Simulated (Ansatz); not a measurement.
Run report: TiSi5, geometry relaxation (part 2 of 2)

TiSi5 (6 atoms in the cell); DFT PBEsol, scalar-relativistic, plane waves, PAW, no spin polarisation (Ansatz 0.2.0); cutoff 420 eV, 12×12×8 k-mesh, Gaussian smearing of 0.1 eV. The structure derives from a Materials Project entry. It belongs to a series of runs on one base structure; here: 5 of 6 Ti sites taken by Si, cell and atoms relaxed.

Geometry of the input (Å; fractional positions):
```
2.2029  -3.8156  0.0000
-4.4058  0.0000  0.0000
0.0000  0.0000  -5.2514
Si 0.0000  1.0000  0.5000
Si 0.0000  1.0000  0.0000
Si 0.3333  0.6667  0.2500
Si 0.3333  0.6667  0.7500
Ti 0.6667  0.3333  0.2500
Si 0.6667  0.3333  0.7500
```

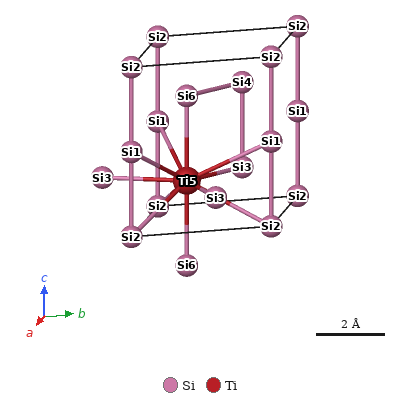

Figure 1. The geometry at step 2 of the log (ball-and-stick view of the cell of the calculation, seen slightly off an axis; bonded neighbours outside the cell are drawn too; atoms are numbered from 1 in the order of the input).

**What the program printed, continued**
```
SCF iter   1: F=—  HF=-5580.255308 eV  |F-HF|=—  |Δ(HF+E_count)|=         —  Δρ=4.41e-4  dr2=3.20e-4  ethr=9.41e-7  ⟨swp⟩=2.3  Hψ=11888  notcnv=0
preconditioner: auto → Kerker (q_TF=auto, 2.308 Å⁻¹)  [metal: Δε(μ)=0.001 eV  Ē_g=6.677 eV  σ=0.100 eV  W_gap=0.01  n_scr=20 (ndim 8)  ℏωp=19.5 eV  f_vac=0.000  D(μ)=5.37/eV (n_scr^D=58)]
SCF iter   2: F=—  HF=-5580.255272 eV  |F-HF|=—  |Δ(HF+E_count)|=   3.62e-5  Δρ=1.95e-4  dr2=5.97e-5  ethr=9.41e-7  ⟨swp⟩=1.0  Hψ=2090  notcnv=0
SCF iter   3: F=—  HF=-5580.255238 eV  |F-HF|=—  |Δ(HF+E_count)|=   3.39e-5  Δρ=3.44e-5  dr2=1.27e-6  ethr=1.87e-7  ⟨swp⟩=1.0  Hψ=2090  notcnv=0
iter 4 did not close the SCF: its close was put off for the readings that it lacked (scf_convergence_deferred on its scf_iter line)
SCF iter   4: F=-5580.255238 eV  HF=-5580.255238 eV  |F-HF|=2.25e-8  |Δ(HF+E_count)|=   4.33e-7  Δρ=6.91e-6  dr2=4.01e-8  ethr=3.97e-9  ⟨swp⟩=2.3  Hψ=3167  notcnv=0
iter 5 did not close the SCF: its close was put off for the readings that it lacked (scf_convergence_deferred on its scf_iter line)
SCF iter   5: F=-5580.255238 eV  HF=-5580.255238 eV  |F-HF|=1.78e-10  |Δ(HF+E_count)|=   3.69e-9  Δρ=8.06e-7  dr2=3.82e-10  ethr=1.25e-10  ⟨swp⟩=2.6  Hψ=3433  notcnv=0
SCF iter   6: F=-5580.255238 eV  HF=-5580.255238 eV  |F-HF|=9.09e-12  |Δ(HF+E_count)|=  1.14e-10  Δρ=1.40e-7  dr2=1.70e-11  ethr=1.19e-12  ⟨swp⟩=1.0  Hψ=5997  notcnv=0
SCF 4 converged in 6 iterations: F = -5580.255238 eV  dr2 = 1.70e-11
relax step   4: F+E_penalty+E_count = -5580.25523794 eV  Δ(F+E_penalty+E_count) = -2.117e-4 eV  max|allowed force component| = 9.344e-4 eV/Å  Δτ_max = 0.0004 Å  P = +0.039 GPa  Ω = 87.221 Å³  energy of the carried Pulay correction = +1.892e-4 eV  (6 SCF iters, dr2 threshold 1.38e-7 eV, accepted)
Initial wavefunctions: pseudopotential atomic-orbital guess (no wavefunctions were taken with the density)
iter 1 solved again at ethr=1.14e-6 eV; its pass at ethr=3.10e-3 eV (dr2=3.64e-4 eV) is discarded
SCF iter   1: F=—  HF=-5580.255152 eV  |F-HF|=—  |Δ(HF+E_count)|=         —  Δρ=3.70e-5  dr2=4.18e-8  ethr=1.14e-6  ⟨swp⟩=2.2  Hψ=15468  notcnv=0
eigensolver tolerance schedule: the retry pair's looser diagonalisation over-reported the residual by 8713.83 of it (diagonalisation noise at an unbounded share of the residual, at the tolerance the schedule requests for it); recorded, not acted on — ethr = c·dr2/N_el stays at c = 1.0e-1
preconditioner: auto → Kerker (q_TF=auto, 2.308 Å⁻¹)  [metal: Δε(μ)=0.003 eV  Ē_g=6.678 eV  σ=0.100 eV  W_gap=0.02  n_scr=20 (ndim 8)  ℏωp=19.5 eV  f_vac=0.000  D(μ)=5.36/eV (n_scr^D=58)]
SCF iter   2: F=—  HF=-5580.255139 eV  |F-HF|=—  |Δ(HF+E_count)|=   1.33e-5  Δρ=1.88e-5  dr2=1.03e-8  ethr=1.31e-10  ⟨swp⟩=2.6  Hψ=3659  notcnv=0
iter 3 did not close the SCF: its close was put off for the readings that it lacked (scf_convergence_deferred on its scf_iter line)
SCF iter   3: F=-5580.255139 eV  HF=-5580.255139 eV  |F-HF|=1.66e-10  |Δ(HF+E_count)|=   2.02e-8  Δρ=1.57e-6  dr2=2.40e-10  ethr=3.21e-11  ⟨swp⟩=1.0  Hψ=2090  notcnv=0
iter 4 did not close the SCF: its close was put off for the readings that it lacked (scf_convergence_deferred on its scf_iter line)
SCF iter   4: F=-5580.255139 eV  HF=-5580.255139 eV  |F-HF|=2.73e-11  |Δ(HF+E_count)|=  5.09e-11  Δρ=1.82e-7  dr2=3.84e-11  ethr=1.00e-12  ⟨swp⟩=1.0  Hψ=2090  notcnv=0
iter 5 did not close the SCF: its close was put off for the readings that it lacked (scf_convergence_deferred on its scf_iter line)
SCF iter   5: F=-5580.255139 eV  HF=-5580.255139 eV  |F-HF|=0.00e0  |Δ(HF+E_count)|=    0.00e0  Δρ=3.55e-8  dr2=2.17e-12  ethr=1.00e-12  ⟨swp⟩=1.0  Hψ=2090  notcnv=0
iter 6 did not close the SCF: its close was put off for the readings that it lacked (scf_convergence_deferred on its scf_iter line)
SCF iter   6: F=-5580.255139 eV  HF=-5580.255139 eV  |F-HF|=1.82e-12  |Δ(HF+E_count)|=  1.82e-12  Δρ=8.36e-9  dr2=1.14e-13  ethr=1.00e-12  ⟨swp⟩=1.0  Hψ=2090  notcnv=0
SCF iter   7: F=-5580.255139 eV  HF=-5580.255139 eV  |F-HF|=1.82e-12  |Δ(HF+E_count)|=    0.00e0  Δρ=1.70e-9  dr2=2.96e-15  ethr=1.00e-12  ⟨swp⟩=1.0  Hψ=4590  notcnv=0
SCF 5 converged in 7 iterations: F = -5580.255139 eV  dr2 = 2.96e-15
relax step   5: F+E_penalty+E_count = -5580.25513869 eV  Δ(F+E_penalty+E_count) = +9.925e-5 eV  max|allowed force component| = 9.234e-4 eV/Å  Δτ_max = 0.0000 Å  P = +0.036 GPa  Ω = 87.221 Å³  stress off target by 3.82e-2 GPa  SCF on the basis re-selected at this cell (its energy is not comparable with the rows above)  (7 SCF iters)
basis re-selected at this cell: Δ(F+E_penalty+E_count) = +9.925e-5 eV, ΔP = -0.003 GPa vs the last step (what re-selecting the basis moved, of the pressure what is left beyond the Pulay correction that the steps carried, after the strain that the cell walked since its last selection, with what the two solves' SCF thresholds leave and, on support functions, any second-order correction that the steps lacked; it is no measure of the basis error at this ecutwfc). This SCF's stress stands 3.82e-2 GPa from its target on what of the cell is left free (relax.cell.stress_tol is 1.50e-1 GPa) and its largest allowed force component is 9.23e-4 eV/Å (relax.f_tol is 1.50e-2 eV/Å): within both
SCF converged after 7 iterations
Free energy (F): -5580.255139 eV
Harris-Foulkes:  -5580.255139 eV  (|F-HF|=1.82e-12)
Internal energy: -5580.228347 eV  (E = F + TS)
E sigma→0 (E₀):  -5580.241743 eV
Entropy (-TS):   -0.026792 eV (-4.465 meV/atom)
Fermi energy:    11.311782 eV
--- Per-component energies (eV) ---
  E_band       = -63.618777
  E_kinetic    = 481.828940
  E_local      = -1174.989032  (includes V_loc(G=0)·N_el)
  E_nonlocal   = 137.982541
  E_hartree    = 518.330693
  E_xc         = -376.497635
  E_vxc        = -363.778260  (∫ρ·V_xc dr)
  E_paw        = -3515.110077  (= ΣΔE_a)
  E_vpaw       = -181.324490  (= ΣTr[D̂ρ^β])
  E_aug_tail   = 0.000138  (compensation charges beyond the density's cutoff)
  E_ewald      = -1652.071103
  E_core_change = 0.297188  (= ΣΔE_core)
  E_smearing   = -0.026792  (= −TS)
  E_closure    = -0.000000  (closes the sum)
  Σ components = -5580.255139   (vs F -5580.255139, Δ=0.00e0)
--- Forces (eV/Å), atoms counted from 1 ---
  atom   1  Si    -0.00000000     0.00000000     0.00092338
  atom   2  Si    -0.00000000     0.00000000    -0.00092338
  atom   3  Si     0.00000000    -0.00000000     0.00000000
  atom   4  Si     0.00000000    -0.00000000     0.00000000
  atom   5  Ti     0.00000000     0.00000000     0.00000000
  atom   6  Si     0.00000000     0.00000000     0.00000000
  max |Σ_I F_I| component: 5.61e-17 eV/Å
--- Stress (GPa, compression-positive) ---
        0.038187       0.000000       0.000000
        0.000000       0.038187       0.000000
        0.000000       0.000000       0.030836
  P = ⅓ Tr σ = 0.0357 GPa (0.357 kbar)
--- Band table (eV; the first three rows and the last of 95) ---
  k-point 0: bands = ["-44.8553", "-21.3288", "-21.2716", "-21.2716", "-2.2041", "2.8331", "3.7314", "6.1892", "6.7068", "6.7068", "8.0431", "8.0683", "8.0683", "10.8420", "10.8420", "10.8950", "10.8950", "11.2241", "11.3388", "12.8246", "12.8246", "13.3633"]
  k-point 1: bands = ["-44.8553", "-21.3291", "-21.2716", "-21.2716", "-2.1234", "2.0547", "4.5947", "6.2725", "6.7824", "6.7824", "8.0435", "8.0435", "8.1816", "10.1570", "10.3196", "10.3196", "11.0354", "11.0354", "12.0060", "12.8074", "13.2666", "13.2666"]
  k-point 2: bands = ["-44.8553", "-21.3300", "-21.2716", "-21.2716", "-1.8896", "1.0798", "5.8075", "6.5218", "7.0061", "7.0061", "7.9864", "7.9864", "8.5386", "9.1626", "9.5062", "9.5062", "11.0360", "11.2440", "11.2440", "13.6298", "13.6298", "13.9246"]
  k-point 94: bands = ["-44.8548", "-21.3297", "-21.2796", "-21.2789", "1.6350", "1.6642", "2.2762", "2.3414", "2.4751", "5.5173", "9.6389", "10.5737", "10.6713", "10.9448", "10.9454", "11.3106", "11.4659", "11.4820", "12.5964", "12.8671", "15.1385", "15.1793"]
--- Relaxed structure (4 steps of the walk, 4 accepted, 1 SCFs on fresh bases) ---
  F+E_penalty+E_count = -5580.25513869 eV   max|allowed force component| = 9.234e-4 eV/Å   (the final SCF, on the basis selected at the relaxed cell)
  cell:  # Å, volume = 87.2210 Å³
    - [2.2161678201278323, -3.8385152626186527, 0.0]
    - [-4.432335640305965, 2.9040980882096398e-11, 0.0]
    - [0.0, 0.0, -5.126550359600113]
  atoms:
    - { symbol: Si, position: [0.0, 1.0000000000000002, 0.5000253333596482] }
    - { symbol: Si, position: [0.0, 1.0000000000000002, -2.5333359648292775e-5] }
    - { symbol: Si, position: [0.3333333333333334, 0.6666666666666666, 0.24999999999999997] }
    - { symbol: Si, position: [0.3333333333333334, 0.6666666666666666, 0.7499999999999998] }
    - { symbol: Ti, position: [0.6666666666666667, 0.33333333333333337, 0.24999999999999997] }
    - { symbol: Si, position: [0.6666666666666667, 0.33333333333333337, 0.7499999999999998] }
```

**Trajectory as extended XYZ (Å, eV, eV/Å), 5 frames, from step=1 to step=5**
```
6
Lattice="2.2029 -3.8156 0.0000 -4.4058 0.0000 0.0000 0.0000 0.0000 -5.2514" Properties=species:S:1:pos:R:3:forces:R:3 step=1 energy=-5580.21834 pressure_GPa=-1.29
Si   -4.4058    0.0000   -2.6257    0.0000   0.0000  -0.0119
Si   -4.4058    0.0000    0.0000    0.0000   0.0000   0.0119
Si   -2.2029   -1.2719   -1.3128    0.0000   0.0000   0.0000
Si   -2.2029   -1.2719   -3.9385    0.0000   0.0000   0.0000
Ti    0.0000   -2.5437   -1.3128    0.0000   0.0000   0.0000
Si    0.0000   -2.5437   -3.9385    0.0000   0.0000   0.0000
6
Lattice="2.2100 -3.8279 0.0000 -4.4200 0.0000 0.0000 0.0000 0.0000 -5.1599" Properties=species:S:1:pos:R:3:forces:R:3 step=2 energy=-5580.25207 pressure_GPa=-0.12
Si   -4.4200    0.0000   -2.5807    0.0000   0.0000  -0.0008
Si   -4.4200    0.0000    0.0007    0.0000   0.0000   0.0008
Si   -2.2100   -1.2760   -1.2900    0.0000   0.0000   0.0000
Si   -2.2100   -1.2760   -3.8699    0.0000   0.0000   0.0000
Ti    0.0000   -2.5519   -1.2900    0.0000   0.0000   0.0000
Si    0.0000   -2.5519   -3.8699    0.0000   0.0000   0.0000
6
Lattice="2.2188 -3.8430 0.0000 -4.4376 0.0000 0.0000 0.0000 0.0000 -5.1217" Properties=species:S:1:pos:R:3:forces:R:3 step=3 energy=-5580.25503 pressure_GPa=-0.10
Si   -4.4376    0.0000   -2.5614    0.0000   0.0000   0.0058
Si   -4.4376    0.0000    0.0005    0.0000   0.0000  -0.0058
Si   -2.2188   -1.2810   -1.2804    0.0000   0.0000   0.0000
Si   -2.2188   -1.2810   -3.8413    0.0000   0.0000   0.0000
Ti    0.0000   -2.5620   -1.2804    0.0000   0.0000   0.0000
Si    0.0000   -2.5620   -3.8413    0.0000   0.0000   0.0000
6
Lattice="2.2162 -3.8385 0.0000 -4.4323 0.0000 0.0000 0.0000 0.0000 -5.1265" Properties=species:S:1:pos:R:3:forces:R:3 step=4 energy=-5580.25524 pressure_GPa=0.04
Si   -4.4323    0.0000   -2.5634    0.0000   0.0000   0.0009
Si   -4.4323    0.0000    0.0001    0.0000   0.0000  -0.0009
Si   -2.2162   -1.2795   -1.2816    0.0000   0.0000   0.0000
Si   -2.2162   -1.2795   -3.8449    0.0000   0.0000   0.0000
Ti    0.0000   -2.5590   -1.2816    0.0000   0.0000   0.0000
Si    0.0000   -2.5590   -3.8449    0.0000   0.0000   0.0000
6
Lattice="2.2162 -3.8385 0.0000 -4.4323 0.0000 0.0000 0.0000 0.0000 -5.1265" Properties=species:S:1:pos:R:3:forces:R:3 step=5 energy=-5580.25514 pressure_GPa=0.04
Si   -4.4323    0.0000   -2.5634    0.0000   0.0000   0.0009
Si   -4.4323    0.0000    0.0001    0.0000   0.0000  -0.0009
Si   -2.2162   -1.2795   -1.2816    0.0000   0.0000   0.0000
Si   -2.2162   -1.2795   -3.8449    0.0000   0.0000   0.0000
Ti    0.0000   -2.5590   -1.2816    0.0000   0.0000   0.0000
Si    0.0000   -2.5590   -3.8449    0.0000   0.0000   0.0000
```

**Results in brief**

- outcome: converged
- space group (tolerance 0.01 Å): P-6m2 (187)
- electrons treated: 32
- free energy: −5580.2551 eV
- Fermi energy: 11.312 eV
- gap on the k-point mesh: none (metallic)
- pressure: 0.04 GPa
- final volume: 87.22 Å³
- largest force (length of the vector) at the end: 0.001 eV/Å
- final cell: a = 4.432 Å, b = 4.432 Å, c = 5.127 Å, α = 90.00°, β = 90.00°, γ = 120.00°
- hardware: 1 thread of Intel Xeon @ 2.50GHz (Skylake/Cascade Lake), 189 GiB of memory available, shared host
- wall time: 2.9 min
- peak memory: 0.48 GiB
